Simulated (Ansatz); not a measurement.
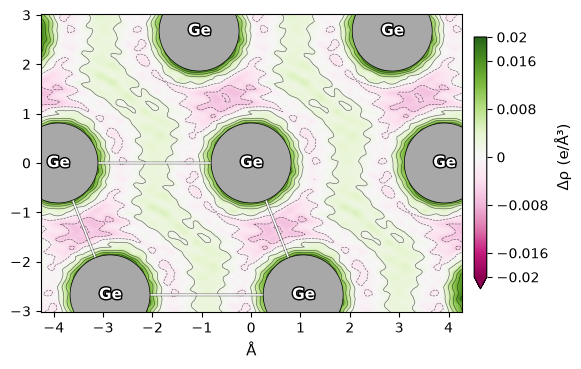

Ge. Difference of the valence pseudo-densities of two functionals at the same geometry, on the (11̄0) plane of the calculation cell: LDA less r2SCAN.

Space group Imma; a structure from a database of computed crystals, not necessarily the ambient phase.

Both computed with Ansatz (plane waves, PAW), on the same k-point mesh. Grey discs cover the atomic cores.

Where does the change of functional move the electrons?

Answer. Against r2SCAN, LDA gives a change of −0.005 e/Å³ at the midpoint of Ge–Ge.
